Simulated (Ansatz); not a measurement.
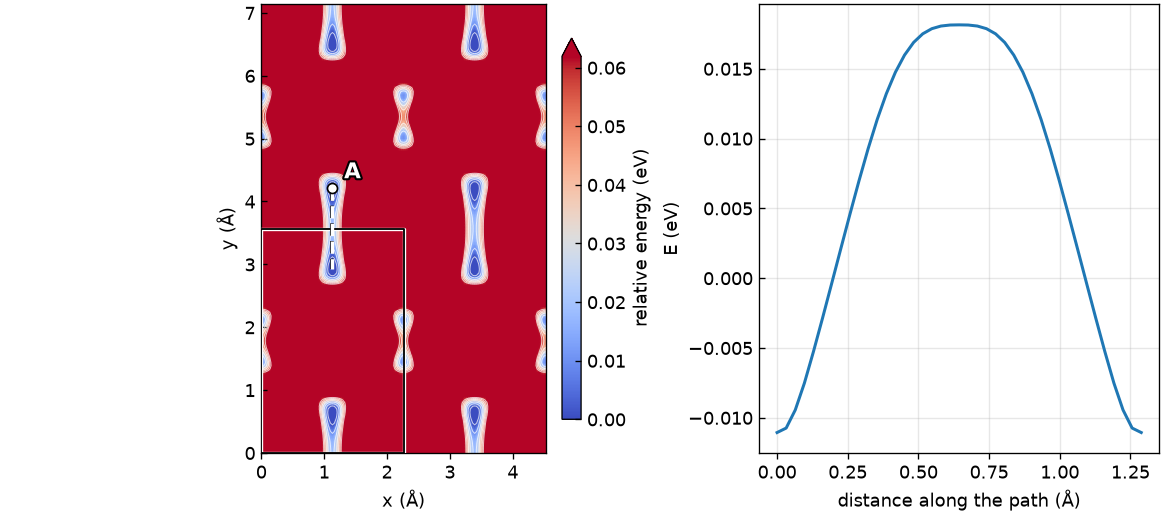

H on a Be(100) slab cut from the P6_3/mmc phase, its upper half relaxed before the scan (24 atoms of substrate and one adsorbate in a 2 × 2 cell). H is moved over the surface cell; relaxed at each place: the height of the adsorbate's atoms; substrate rigid; the origin of the map has the adsorbate above Be21. Places are given modulo a cell vector. The map is drawn in real space over the plane of the surface. The scan uses a 6 × 8 grid; 20 points were computed and 28 follow by symmetry. Places are given in fractions of the 1 × 1 surface cell. Energies are in eV, from the lowest grid point. Method: DFT PBE, scalar-relativistic, plane waves, PAW in Ansatz. Settings: cutoff 420 eV, k-mesh 6×4×1, gaussian smearing 0.1 eV, no spin polarisation.

Drawn: a smooth colour map with a few white contour lines, a line along the lowest path, the outline of one cell of the 2 × 2 shown, one colour for all values above the top of the scale, the energy along the path at the right, the start A. Between grid points the surface is interpolated.

Q: Describe the path and its barrier.

A: The easiest path leads from the well at about (0.50, 0.18) of the cell vectors to a well of about the same depth at about (0.50, 0.82) of the cell vectors. Its highest point lies about 0.029 eV above the bottom of the first well on the interpolated surface, at a bridge site between two Be atoms, over a third-layer Be atom, (3/6, 0/8) of the cell vectors. This is the barrier on the constrained surface; relaxing the other coordinates would change it.
